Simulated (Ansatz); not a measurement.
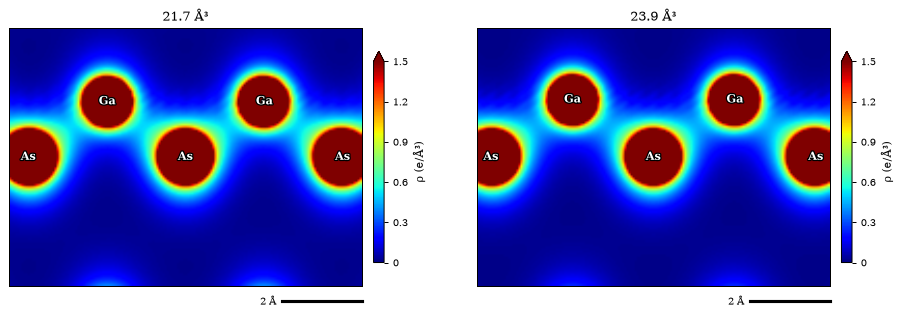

GaAs. The valence pseudo-density of cells scaled evenly to different volumes (given per atom above each panel), on the (11̄0) plane of each (indices in the axes of the cell below), at one length scale and on one colour scale.

Computed with Ansatz 0.2.0, Kohn-Sham DFT of a periodic cell, r2SCAN, spin-orbit coupling, Ansatz PAW.

Core electrons are frozen (PAW), and the valence fields are smoothed inside the atomic spheres.

The largest cell:

```cif
data_structure
_symmetry_space_group_name_H-M 'P 1'
_symmetry_Int_Tables_number 1
_cell_length_a 4.0762
_cell_length_b 4.0762
_cell_length_c 4.0762
_cell_angle_alpha 60.000
_cell_angle_beta 60.000
_cell_angle_gamma 60.000
_cell_volume 47.89
loop_
_atom_site_label
_atom_site_type_symbol
_atom_site_fract_x
_atom_site_fract_y
_atom_site_fract_z
_atom_site_occupancy
As1 As 0.75000 0.75000 0.75000 1
Ga1 Ga 0.00000 0.00000 0.00000 1
```

| volume (Å³/atom) | Ga–As contact in the plane (Å) | ρ at its midpoint (e/Å³) | pressure (GPa) | gap on the mesh (eV) | 
| --- | --- | --- | --- | --- |
| 21.69 | 2.415 | 0.532 | 3.8 | 1.24 | 
| 23.04 | 2.464 | ? | ? | ? | 
| 23.94 | 2.496 | 0.470 | −3.3 | 0.45 | 

**Estimate the missing row, and compare with the calculation.**

Over the known rows ln ρ falls by 1.53 per Å of Ga–As distance (the line through the two), which gives 0.494 e/Å³ at 2.464 Å; the calculation gives 0.493 e/Å³. For the pressure, a straight line in volume between the neighbouring rows gives −0.5 GPa; the calculation gives −0.9, lower because pressure rises ever faster on compression. For the gap on the mesh, a straight line in volume between the neighbouring rows gives 0.77 eV; the calculation gives 0.75.
